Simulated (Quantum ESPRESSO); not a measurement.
# BP (F-43m): modes at Γ and the response to a field, part 2 of 4

Which modes does BP (F-43m) have at the zone centre?

Quantum ESPRESSO 7.5; DFT LDA, scalar-relativistic, plane waves, PseudoDojo norm-conserving pseudopotentials.

So far. Step 2 (A probe with smearing): A gap of 1.3 eV opens on this mesh, so the crystal is taken as an insulator; the start stands at -5.4 GPa. Step 4 (Ground state): The cell stands at -0.01 GPa, close enough for phonons.

### Step 5. Linear response at Γ

At q = 0 one unit cell holds all displacements; symmetry groups them into irreducible representations that are solved one by one. The response to a field gives ε∞ and the Born charges, which polar modes need.

ph.in

```
phonons
&INPUTPH
  prefix = 'x'
  outdir = './tmp'
  fildyn = 'g.dyn'
  tr2_ph = 1.0d-18
  epsil  = .true.
/
0.000000000000 0.000000000000 0.000000000000
```

Command:

```
$ OMP_NUM_THREADS=1 mpirun -n 4 ph.x -nk 4 -in ph.in > ph.out
```

The log of the run:

```text
[banners, grids, parts of the stress and lines that vanish by symmetry left out]
[banner, memory and clock lines left out]
Program PHONON v.7.5

     ./tmp/x.save/

     IMPORTANT: XC functional enforced from input :
     Exchange-correlation= PW
                           (   1   4   0   0   0   0   0)
     Any further DFT definition will be discarded
     Please, verify this is what you really want

     G-vector sticks info

     Reading collected, re-writing distributed wavefunctions in ./tmp/

     Number and degeneracy of irreps per q-point
       N         xq(1)         xq(2)         xq(3)   N irreps
       1   0.000000000   0.000000000   0.000000000       2
        3   3

     Calculation of q =    0.0000000   0.0000000   0.0000000

     phonons

     bravais-lattice index     =            0
     lattice parameter (alat)  =       5.9958  a.u.
     unit-cell volume          =     152.4179 (a.u.)^3
     number of atoms/cell      =            2
     number of atomic types    =            2
     kinetic-energy cut-off    =      84.0000  Ry
     charge density cut-off    =     336.0000  Ry
     convergence threshold     =      1.0E-18
     beta                      =       0.7000
     number of iterations used =            4
     Exchange-correlation= PW
                           (   1   4   0   0   0   0   0)

     celldm(1)=    5.99584  celldm(2)=    0.00000  celldm(3)=    0.00000
     celldm(4)=    0.00000  celldm(5)=    0.00000  celldm(6)=    0.00000

     crystal axes: (cart. coord. in units of alat)
               a(1) = ( -0.7071  0.0000  0.7071 )
               a(2) = (  0.0000  0.7071  0.7071 )
               a(3) = ( -0.7071  0.7071  0.0000 )

     reciprocal axes: (cart. coord. in units 2 pi/alat)
               b(1) = ( -0.7071 -0.7071  0.7071 )
               b(2) = (  0.7071  0.7071  0.7071 )
               b(3) = ( -0.7071  0.7071 -0.7071 )

     Atoms inside the unit cell:

     Cartesian axes

     site n.  atom      mass           positions (alat units)
        1  B      10.8100   tau(    1) = (    0.00000    0.00000    0.00000  )
        2  P      30.9738   tau(    2) = (   -0.35355    0.35355    0.35355  )

     Computing dynamical matrix for
                    q = (   0.0000000   0.0000000   0.0000000 )

     25 Sym.Ops. (with q -> -q+G )

     G cutoff =  305.9710  (  15905 G-vectors)     FFT grid: ( 36, 36, 36)
     number of k points=    72
                       cart. coord. in units 2pi/alat
        k(    1) = (   0.0000000   0.0000000   0.0000000), wk =   0.0011574
        k(    2) = (  -0.0589256   0.0589256  -0.0589256), wk =   0.0092593
        k(    3) = (  -0.1178511   0.1178511  -0.1178511), wk =   0.0092593
        [... further k-points left out ...]

     PseudoPot. # 1 for B  read from file:
     ./pseudo/B.upf
     Pseudo is Norm-conserving + core correction, Zval =  3.0
     Using radial grid of 1498 points,  4 beta functions with:
                l(1) =   0
                l(2) =   0
                l(3) =   1
                l(4) =   1

     PseudoPot. # 2 for P  read from file:
     ./pseudo/P.upf
     Pseudo is Norm-conserving + core correction, Zval =  5.0
     Using radial grid of 1298 points,  6 beta functions with:
                l(1) =   0
                l(2) =   0
                l(3) =   1
                l(4) =   1
                l(5) =   2
                l(6) =   2

     Mode symmetry, T_d (-43m)  point group:

     Electric field:
     Dielectric constant
     Born effective charges as d Force / d E

     Atomic displacements:
     There are    2 irreducible representations

     Representation     1      3 modes -  To be done

     Representation     2      3 modes -  To be done

     Alpha used in Ewald sum =   2.8000

     Electric Fields Calculation

      iter #   1   av.it.:   6.8
      thresh= 1.000E-02 alpha_mix =  0.700 |ddv_scf|^2 =  1.155E-07

      iter #   2   av.it.:  11.7
      thresh= 3.399E-05 alpha_mix =  0.700 |ddv_scf|^2 =  2.127E-09

      iter #   3   av.it.:  11.8
      thresh= 4.612E-06 alpha_mix =  0.700 |ddv_scf|^2 =  4.839E-11

      iter #   4   av.it.:  12.0
      thresh= 6.957E-07 alpha_mix =  0.700 |ddv_scf|^2 =  2.365E-13

      iter #   5   av.it.:  11.3
      thresh= 4.864E-08 alpha_mix =  0.700 |ddv_scf|^2 =  1.157E-14

      iter #   6   av.it.:  11.4
      thresh= 1.076E-08 alpha_mix =  0.700 |ddv_scf|^2 =  4.655E-17

      iter #   7   av.it.:  11.6
      thresh= 6.823E-10 alpha_mix =  0.700 |ddv_scf|^2 =  1.034E-18

      iter #   8   av.it.:  11.7
      thresh= 1.017E-10 alpha_mix =  0.700 |ddv_scf|^2 =  2.951E-21

     End of electric fields calculation

          Dielectric constant in cartesian axis

          (       9.159297068      -0.000000000       0.000000000 )
          (      -0.000000000       9.159297068       0.000000000 )
          (      -0.000000000       0.000000000       9.159297068 )

          Effective charges (d Force / dE) in cartesian axis without acoustic sum rule applied (asr)

           atom    1  B     Mean Z*:       -0.64515
      Ex  (       -0.64515       -0.00000       -0.00000 )
      Ey  (       -0.00000       -0.64515        0.00000 )
      Ez  (       -0.00000        0.00000       -0.64515 )
           atom    2  P     Mean Z*:        0.64151
      Ex  (        0.64151       -0.00000       -0.00000 )
      Ey  (       -0.00000        0.64151        0.00000 )
      Ez  (       -0.00000        0.00000        0.64151 )

          Effective charges Sum: Mean:       -0.00364
             -0.00364       -0.00000       -0.00000
             -0.00000       -0.00364        0.00000
             -0.00000        0.00000       -0.00364

          Effective charges (d Force / dE) in cartesian axis with asr applied:
           atom    1  B     Mean Z*:       -0.64333
      E*x (       -0.64333       -0.00000        0.00000 )
      E*y (        0.00000       -0.64333        0.00000 )
      E*z (        0.00000       -0.00000       -0.64333 )
           atom    2  P     Mean Z*:        0.64333
      E*x (        0.64333        0.00000       -0.00000 )
      E*y (       -0.00000        0.64333       -0.00000 )
      E*z (       -0.00000        0.00000        0.64333 )

     Representation #   1 modes #   1   2   3

     Self-consistent Calculation

      iter #   1   av.it.:   6.7
      thresh= 1.000E-02 alpha_mix =  0.700 |ddv_scf|^2 =  4.138E-08

      iter #   2   av.it.:  11.8
      thresh= 2.034E-05 alpha_mix =  0.700 |ddv_scf|^2 =  9.421E-10

      iter #   3   av.it.:  11.8
      thresh= 3.069E-06 alpha_mix =  0.700 |ddv_scf|^2 =  6.042E-11

      iter #   4   av.it.:  11.5
      thresh= 7.773E-07 alpha_mix =  0.700 |ddv_scf|^2 =  1.533E-13

      iter #   5   av.it.:  11.6
      thresh= 3.915E-08 alpha_mix =  0.700 |ddv_scf|^2 =  5.701E-15

      iter #   6   av.it.:  12.0
      thresh= 7.550E-09 alpha_mix =  0.700 |ddv_scf|^2 =  1.402E-17

      iter #   7   av.it.:  11.9
      thresh= 3.745E-10 alpha_mix =  0.700 |ddv_scf|^2 =  5.870E-19

     End of self-consistent calculation

     Convergence has been achieved

     Representation #   2 modes #   4   5   6

     Self-consistent Calculation

      iter #   1   av.it.:   7.0
      thresh= 1.000E-02 alpha_mix =  0.700 |ddv_scf|^2 =  4.173E-08

      iter #   2   av.it.:  12.1
      thresh= 2.043E-05 alpha_mix =  0.700 |ddv_scf|^2 =  1.650E-10

      iter #   3   av.it.:  12.1
      thresh= 1.285E-06 alpha_mix =  0.700 |ddv_scf|^2 =  1.002E-11

      iter #   4   av.it.:  12.1
      thresh= 3.165E-07 alpha_mix =  0.700 |ddv_scf|^2 =  6.760E-14

      iter #   5   av.it.:  12.1
      thresh= 2.600E-08 alpha_mix =  0.700 |ddv_scf|^2 =  1.670E-15

      iter #   6   av.it.:  12.2
      thresh= 4.087E-09 alpha_mix =  0.700 |ddv_scf|^2 =  7.052E-18

      iter #   7   av.it.:  11.9
      thresh= 2.656E-10 alpha_mix =  0.700 |ddv_scf|^2 =  2.753E-19

     End of self-consistent calculation

     Convergence has been achieved

     Number of q in the star =    1
     List of q in the star:
          1   0.000000000   0.000000000   0.000000000

          Dielectric constant in cartesian axis

          (       9.159297068      -0.000000000       0.000000000 )
          (      -0.000000000       9.159297068       0.000000000 )
          (      -0.000000000       0.000000000       9.159297068 )

          Effective charges (d Force / dE) in cartesian axis without acoustic sum rule applied (asr)

           atom    1  B     Mean Z*:       -0.64515
      Ex  (       -0.64515       -0.00000       -0.00000 )
      Ey  (       -0.00000       -0.64515        0.00000 )
      Ez  (       -0.00000        0.00000       -0.64515 )
           atom    2  P     Mean Z*:        0.64151
      Ex  (        0.64151       -0.00000       -0.00000 )
      Ey  (       -0.00000        0.64151        0.00000 )
      Ez  (       -0.00000        0.00000        0.64151 )

          Effective charges Sum: Mean:       -0.00364
             -0.00364       -0.00000       -0.00000
             -0.00000       -0.00364        0.00000
             -0.00000        0.00000       -0.00364

          Effective charges (d Force / dE) in cartesian axis with asr applied:
           atom    1  B     Mean Z*:       -0.64333
      E*x (       -0.64333       -0.00000        0.00000 )
      E*y (        0.00000       -0.64333        0.00000 )
      E*z (        0.00000       -0.00000       -0.64333 )
           atom    2  P     Mean Z*:        0.64333
      E*x (        0.64333        0.00000       -0.00000 )
      E*y (       -0.00000        0.64333       -0.00000 )
      E*z (       -0.00000        0.00000        0.64333 )

     Diagonalizing the dynamical matrix

     q = (    0.000000000   0.000000000   0.000000000 )

 **************************************************************************
     freq (    1) =      -0.015878 [THz] =      -0.529625 [cm-1]
     freq (    2) =      -0.015878 [THz] =      -0.529625 [cm-1]
     freq (    3) =      -0.015878 [THz] =      -0.529625 [cm-1]
     freq (    4) =      24.617863 [THz] =     821.163523 [cm-1]
     freq (    5) =      24.617863 [THz] =     821.163523 [cm-1]
     freq (    6) =      24.617863 [THz] =     821.163523 [cm-1]
 **************************************************************************

     Mode symmetry, T_d (-43m)  point group:

     freq (   1-   3) =         -0.5  [cm-1]   --> T_2  G_15 P_4   I+R
     freq (   4-   6) =        821.2  [cm-1]   --> T_2  G_15 P_4   I+R
```

The job ended after 66 s (4 MPI ranks of Arm Neoverse V1, shared host).

Numbers from this step:

| Quantity | Value |
| --- | --- |
| miss of the charge sum rule | 0.003640 e |
| largest acoustic frequency at the zone centre before the sum rule | -0.53 cm⁻¹ |
| highest optical zone-centre mode (no LO-TO term) | 821.2 cm⁻¹ |
| lowest optical zone-centre mode | 821.2 cm⁻¹ |
| mean high-frequency dielectric constant | 9.159 |
| largest Born charge in size (third of the trace) | 0.6452 e |

Born charge (rows field, columns displacement), before the sum rule (e), principal values of the symmetric part by kind of site:

```tsv
atom	atoms with these values	low	middle	high	mean
B1	1	-0.6452	-0.6452	-0.6452	-0.6452
P2	1	0.6415	0.6415	0.6415	0.6415
```

In full for B1:

```
-0.6452  0.0000  0.0000
 0.0000 -0.6452  0.0000
 0.0000  0.0000 -0.6452
```

High-frequency dielectric tensor:

```
9.16 0.00 0.00
0.00 9.16 0.00
0.00 0.00 9.16
```

The acoustic modes at Γ come out as far as 0.5 cm⁻¹ from zero, where they should vanish, a small numerical error; the Born charges miss their sum rule by 0.0036 e, which is good.

### Step 6. Modes with the sum rule

A rigid shift of the crystal must cost nothing, but grids and finite bases break this; the acoustic sum rule is imposed before the matrix is diagonalised again. With Born charges the intensities follow, and the static dielectric tensor.

dynmat.in

```
&INPUT
  fildyn = 'g.dyn'
  asr    = 'simple'
  fileig = 'dynmat.eig'
  lperm  = .true.
/
```

Command:

```
$ dynmat.x -in dynmat.in > dynmat.out
```

The log of the run:

```text
[banner, memory and clock lines left out]
Program DYNMAT v.7.5

     Reading Dynamical Matrix from file g.dyn
     ...Force constants read
     ...epsilon and Z* read
     A direction for q was not specified:TO-LO splitting will be absent

     Polarizability (A^3 units)
     multiply by 0.268834 for Clausius-Mossotti correction
        14.665007   -0.000000   -0.000000
        -0.000000   14.665007    0.000000
         0.000000    0.000000   14.665007

     IR activities are in (D/A)^2/amu units

# mode   [cm-1]    [THz]      IR
    1     -0.00   -0.0000    0.0000
    2      0.00    0.0000    0.0000
    3      0.00    0.0000    0.0000
    4    821.16   24.6179    1.1916
    5    821.16   24.6179    1.1916
    6    821.16   24.6179    1.1916

Electronic dielectric permittivity tensor (relative, adimensional)
         9.159297   -0.000000   -0.000000
        -0.000000    9.159297    0.000000
         0.000000    0.000000    9.159297

 ... with zone-center polar mode contributions
         9.326166    0.000000    0.000000
         0.000000    9.326166    0.000000
         0.000000    0.000000    9.326166
```

Run time: 0.45 s. Hardware: 1 thread.

Numbers from this step:

```
mean static dielectric constant : 9.326
```

Unit eigenvectors of the mass-weighted matrix after the sum rule; no LO-TO term. The modes at Γ (shares of kinetic energy by element, %):

```tsv
mode	frequency (cm⁻¹)	symmetry	B %	P %
1	0.0	acoustic	26	74
2	0.0	acoustic	26	74
3	0.0	acoustic	26	74
4	821.2	T2	74	26
5	821.2	T2	74	26
6	821.2	T2	74	26
```

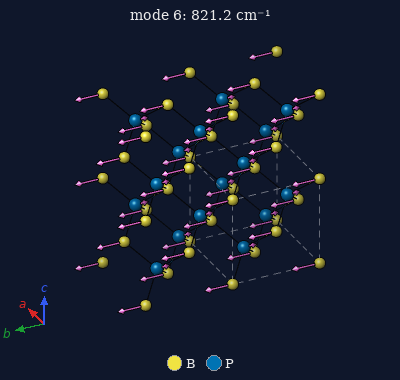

Displacement patterns of mode 6 at Γ; arrows are exaggerated. Bonds to atoms that aren't drawn are left out. 1×2×2 conventional cells are drawn. Some periodic images of atoms are drawn too.

Degenerate modes summed, no LO-TO term. Lines of the infrared spectrum (strongest = 100):

```tsv
position (cm⁻¹)	lines merged	label	IR intensity, relative
821	3	T2	100
```

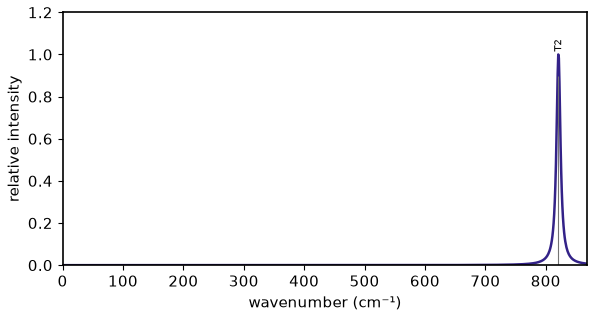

The infrared spectrum, broadened with Lorentzians of width 8 cm⁻¹; bars mark the lines.

Static dielectric tensor (ions relaxed, fixed cell):

```
9.33 0.00 0.00
0.00 9.33 0.00
0.00 0.00 9.33
```

The rule moves no optical mode by more than 0.1 cm⁻¹.

### Step 7. The LO-TO splitting (1 0 0)

A longitudinal polar mode sets up a macroscopic field that stiffens it; the term hangs on the direction from which q goes to zero.

dynmat.in

```
&INPUT
  fildyn = 'g.dyn'
  asr    = 'simple'
  fileig = 'dynmat.eig'
  q(1)   = 1.0
  q(2)   = 0.0
  q(3)   = 0.0
/
```

Command:

```
$ dynmat.x -in dynmat.in > dynmat.out
```

The log of the run:

```text
[banner, memory and clock lines left out]
Program DYNMAT v.7.5

     Reading Dynamical Matrix from file g.dyn
     ...Force constants read
     ...epsilon and Z* read

     Polarizability (A^3 units)
     multiply by 0.268834 for Clausius-Mossotti correction
        14.665007   -0.000000   -0.000000
        -0.000000   14.665007    0.000000
         0.000000    0.000000   14.665007

     IR activities are in (D/A)^2/amu units

# mode   [cm-1]    [THz]      IR
    1     -0.00   -0.0000    0.0000
    2     -0.00   -0.0000    0.0000
    3      0.00    0.0000    0.0000
    4    821.16   24.6179    1.1916
    5    821.16   24.6179    1.1916
    6    828.61   24.8411    1.1916
```

Run time: 0.45 s. Hardware: 1 thread.

This step gave:

* highest mode moved by the LO-TO term: 828.6 cm⁻¹

Zone-centre frequencies as printed; negative means imaginary. Modes:

```tsv
mode	frequency (cm⁻¹)
1	0
2	0
3	0
4	821.2
5	821.2
6	828.6
```

The field moves one mode, from 821 to 829 cm⁻¹; the others stay.

### Step 8. Ground state, volume × 0.94

Bonds stiffen under compression, so frequencies follow the volume; the atoms are not relaxed anew.

scf.in

```
&CONTROL
  calculation = 'scf'
  prefix      = 'x'
  outdir      = './tmp'
  pseudo_dir  = './pseudo'
  tprnfor     = .true.
  tstress     = .true.
/
&SYSTEM
  ibrav       = 0
  nat         = 2
  ntyp        = 2
  ecutwfc     = 84.0
  occupations = 'fixed'
  nbnd        = 6
/
&ELECTRONS
  conv_thr         = 1.0d-12
  mixing_beta      = 0.7
  electron_maxstep = 100
/
ATOMIC_SPECIES
 B      10.8100  B.upf
 P      30.9738  P.upf
CELL_PARAMETERS angstrom
    -2.197754021    0.000000000    2.197754021
     0.000000000    2.197754021    2.197754021
    -2.197754021    2.197754021    0.000000000
ATOMIC_POSITIONS crystal
 B      0.000000000   0.000000000   0.000000000
 P      0.250000000   0.250000000   0.250000000
K_POINTS automatic
 12 12 12 0 0 0
```

Command:

```
$ OMP_NUM_THREADS=1 mpirun -n 4 pw.x -nk 4 -in scf.in > scf.out
```

The log of the run:

```text
[banners, grids, parts of the stress and lines that vanish by symmetry left out]
[banner, memory and clock lines left out]
Program PWSCF v.7.5

[...]
kinetic-energy cutoff     =      84.0000  Ry
     charge density cutoff     =     336.0000  Ry
     scf convergence threshold =      1.0E-12
[...]
Exchange-correlation= SLA  PW   NOGX NOGC
                           (   1   4   0   0   0   0   0)
[...]
24 Sym. Ops. (no inversion) found
[...]
number of k points=    72
[...]
End of self-consistent calculation
[...]
highest occupied, lowest unoccupied level (ev):    10.3546   11.4349
!    total energy              =     -19.88854771 Ry
[...]
convergence has been achieved in  11 iterations
[...]
atom    1 type  1   force =     0.00000000   -0.00000000   -0.00000000
     atom    2 type  2   force =     0.00000000   -0.00000000   -0.00000000
     Total force =     0.000000     Total SCF correction =     0.000000
[...]
total   stress  (Ry/bohr**3)                   (kbar)     P=      121.19
[...]
XML data file, charge density, pseudopotentials, collected wavefunctions
```

Run time: 6.3 s. Hardware: 4 MPI ranks.

Read from the output:

```yaml
volume_per_atom: 10.62 Å³
pressure: 12.12 GPa
gap_on_the_k_mesh: 1.080 eV
```

[end of part 2 of 4]

[Host names and launcher messages were left out of these logs when they were recorded.]

[Logs are printed without paths, hosts, clocks, repeated set-up lines and the standing remarks that a program may print on its own settings, such as how far it seeks lower states.]

[Hosts, paths, dates, database ids (printed as entryN), source tags and the programs' standing remarks are cut or masked in the printed files.]
